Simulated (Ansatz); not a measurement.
System: zincblende AlP, space group F-43m (No. 216), 2 atoms in the primitive cell, in a cell relaxed beforehand; cubic a = 5.478 Å. Here the cell is stretched along z by ±0.5 %, with x and y held, and the atoms are carried along without relaxing. Computed with Ansatz: r2SCAN, Ansatz PAW set, no spin polarisation, no spin-orbit coupling, 8×8×8 k mesh, 500 eV cutoff, fixed occupations.

Unstrained, the conduction levels that are followed lie 1.93 eV (X), 3.28 eV (L) and 3.91 eV (Γ) above the valence top at Γ.

How will the band edges respond?

Answer. For each 1 % of strain: +55 meV at X [001], 0 meV at X [100]/[010], −40 meV at L and −92 meV at Γ. For the X valleys E[001] − E[100] = Ξu (εzz − εxx), and the splitting is +55 meV for 1 %, so Ξu = 5.5 eV. The threefold valence top splits at 50 meV for each 1 % of strain; under tension the single level lies below the pair. With E(single) − E(pair) = 3b (εzz − εxx), b = −1.67 eV.

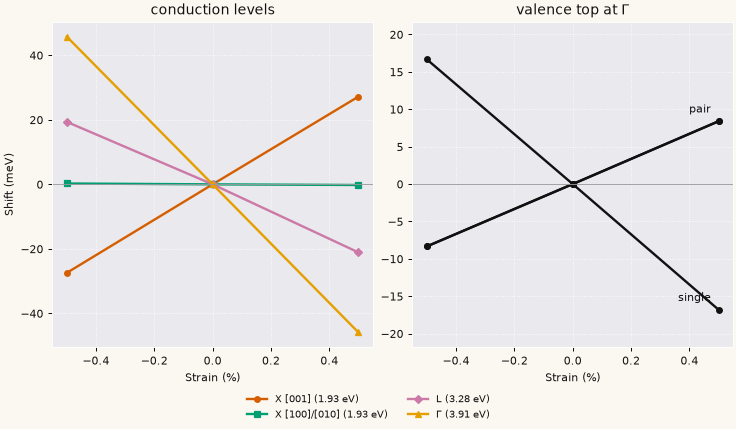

Shifts of the lowest conduction level at the points named, against the centre of the valence top at Γ (unstrained energies in the legend), and the splitting of that top about its centre. Directions are on the cubic axes.

The PAW data sets were made with another functional. LDA, GGA and most meta-GGA functionals understate gaps. Spin-orbit coupling, left out here, splits this threefold top even without strain.
